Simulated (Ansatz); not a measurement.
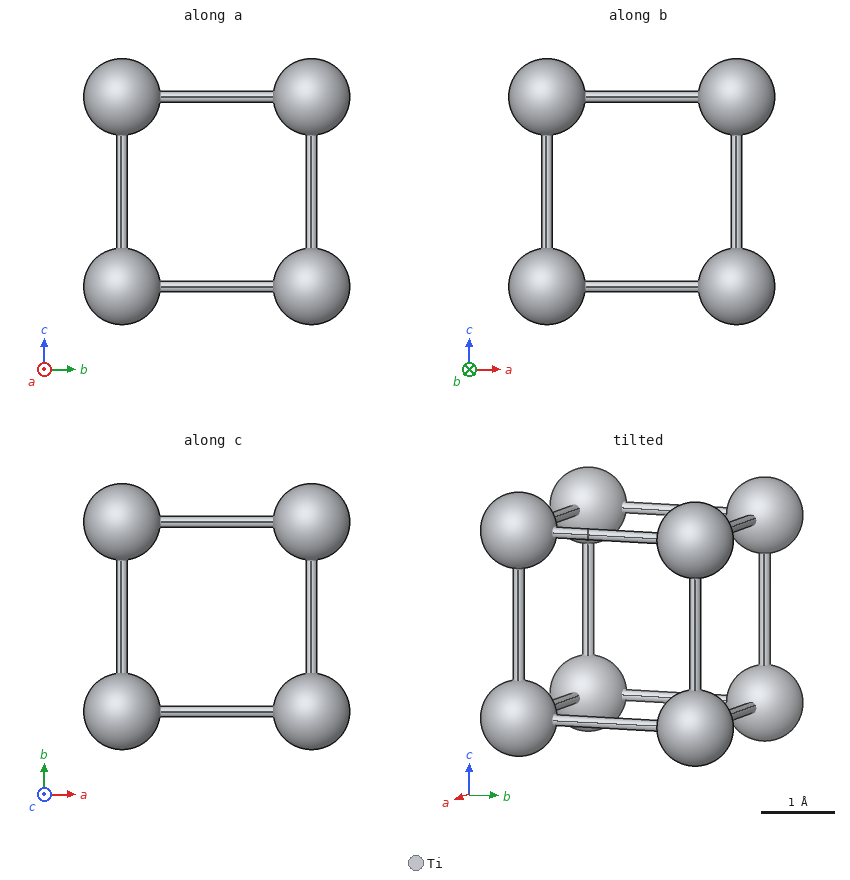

This ball-and-stick model is shown along the a axis, along the b axis, along the c axis and slightly off an axis. The conventional unit cell is outlined; an atom on or near a face, edge or corner is repeated at each equivalent position.

Lattice parameters: a = 2.631 Å, b = 2.631 Å, c = 2.631 Å, α = 90.00°, β = 90.00°, γ = 90.00°.

### Set out the cell and atoms as a table of Wyckoff sites.

Space group Pm-3m (No. 221).
| atom | site | x | y | z |
| --- | --- | --- | --- | --- |
| Ti | 1a | 0.0000 | 0.0000 | 0.0000 |

The cell started as a structure type filled with this element by a generator (whether the element takes this form wasn't checked). Earlier steps of the study may have refined or changed the cell and positions. It was run through Ansatz as a DFT input.
